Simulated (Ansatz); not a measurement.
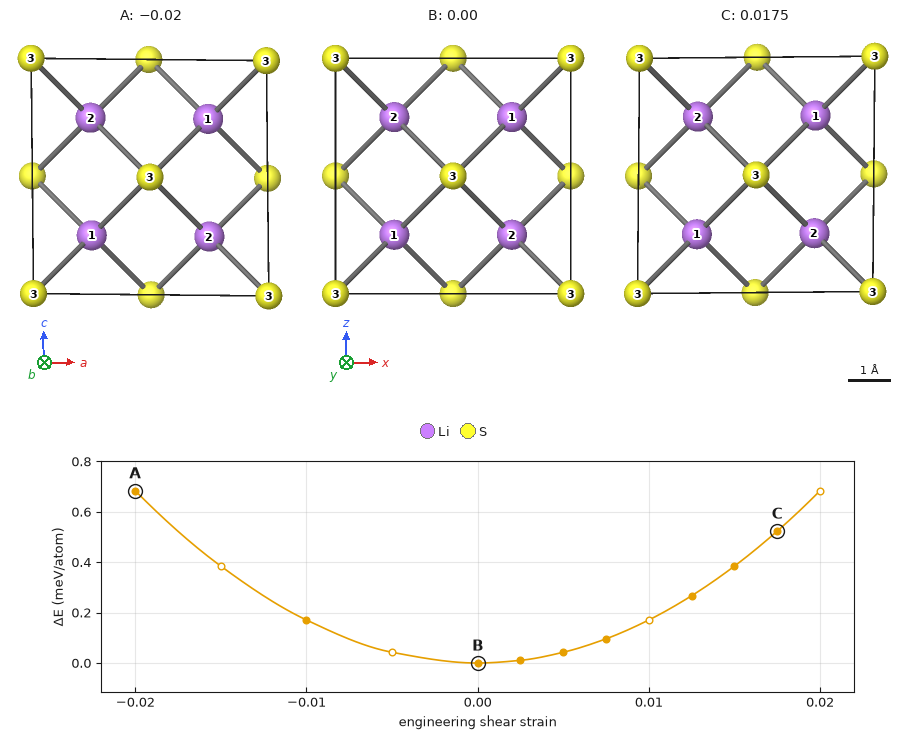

Solid Li2S (Fm-3m): the cell is strained in shear in the xz plane, with the atoms kept at their fractional coordinates. x, y and z are the Cartesian axes of the input. The lettered frames are marked on the plot. Hollow markers are points alike by symmetry, not computed again. The picture is a ball-and-stick view of the conventional cell (4 times the calculation's cell), seen along the b axis. Lengths and directions refer to the drawn axes.

All numbers below come from Ansatz 0.2.0, DFT PBE, scalar-relativistic, plane waves, PAW. Settings: plane-wave cutoff 420 eV; k-point mesh 8 × 8 × 8; occupations gaussian; smearing width 0.05 eV; no spin polarisation. Energies (free energies at the smearing named) are counted from the cell as listed in its source, which wasn't relaxed.

Describe the profile.

Of the computed points the lowest is at the strain 0.00, 0.00 meV/atom. At the ends of the scan the energy is 0.68 meV/atom (−0.02) and 0.68 meV/atom (0.02). The curvature at zero strain, (1/V) d²E/dε², is about 35 GPa; it is C₅₅ with clamped ions. The distortion takes the space group from Fm-3m to Immm. At the strain −0.02 the cell of the drawing goes β 90.0° → 91.1°.

The computed points:

| engineering shear strain | ΔE (meV/atom) |
| --- | --- |
| −0.0200 | 0.68 |
| −0.0150 | 0.38 |
| −0.0100 | 0.17 |
| −0.0050 | 0.04 |
| 0.0000 | 0.00 |
| 0.0025 | 0.01 |
| 0.0050 | 0.04 |
| 0.0075 | 0.10 |
| 0.0100 | 0.17 |
| 0.0125 | 0.27 |
| 0.0150 | 0.38 |
| 0.0175 | 0.52 |
| 0.0200 | 0.68 |

Points that are alike by symmetry were computed once.
